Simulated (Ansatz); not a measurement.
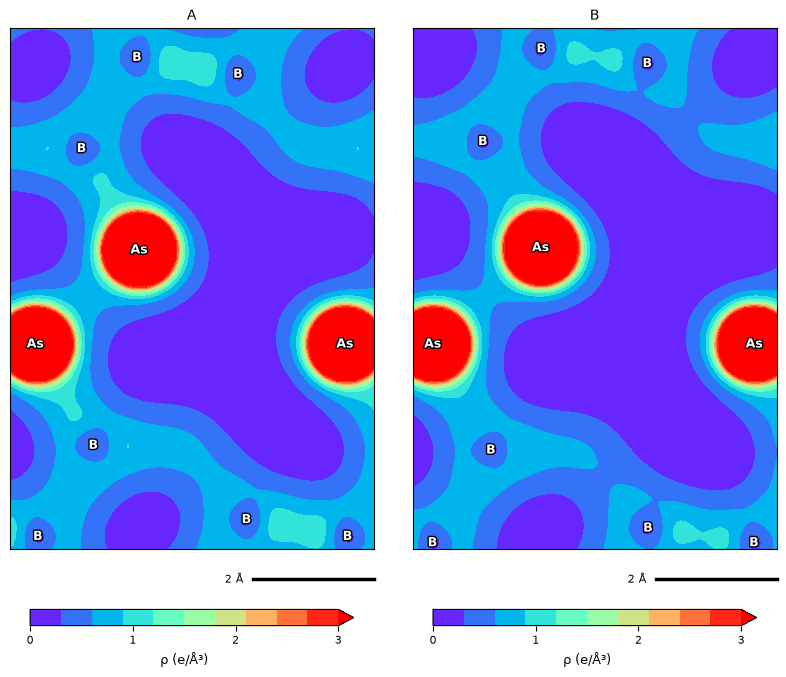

B$_{6}$As. The valence pseudo-density of two cells that differ in size and shape, on the (101̄) plane of each (indices in the axes of the calculation cell), at one length scale and on one colour scale: B has 9.2 Å³ an atom and A 8.3.

Space group R-3m; a structure from a database of computed crystals, not necessarily the ambient phase.

Computed with DFT PBEsol, scalar-relativistic, plane waves, PAW (Ansatz 0.2.0).

Core electrons are frozen (PAW), and the valence fields are smoothed inside the atomic spheres.

The larger cell:

```xyz
14
Lattice="3.0684 1.7716 3.9649 -3.0684 1.7716 3.9649 0.0000 -3.5431 3.9649" Properties=species:S:1:pos:R:3 pbc="T T T"
B     0.0000   -1.0969    1.4094
B    -0.9500    0.5485    1.4094
B     1.6857   -0.9732    7.5976
B     0.0000    1.9465    7.5976
B    -1.6857   -0.9732    7.5976
B     1.6857    0.9732    4.2972
B    -1.6857    0.9732    4.2972
B     0.0000   -1.9465    4.2972
B     0.9500   -0.5485   10.4854
B     0.0000    1.0969   10.4854
B    -0.9500   -0.5485   10.4854
B     0.9500    0.5485    1.4094
As    0.0000    0.0000    7.1434
As    0.0000    0.0000    4.7514
```

The smaller cell: a = 5.121 Å, b = 5.121 Å, c = 5.121 Å, α = 71.15°, β = 71.15°, γ = 71.15°.

**What changes from the larger cell to the smaller?**

From the larger cell to the smaller, As–As goes from 2.39 to 2.32 Å, and the density at its midpoint from 0.64 to 0.72 e/Å³; B–As goes from 2.00 to 1.93 Å, and the density at its midpoint from 0.88 to 0.98 e/Å³; B–B goes from 1.77 to 1.69 Å, and the density at its midpoint from 0.91 to 1 e/Å³; the pressure goes from −1.6 to 21 GPa; the Kohn–Sham gap goes from 2.6 eV to 2.6 eV.
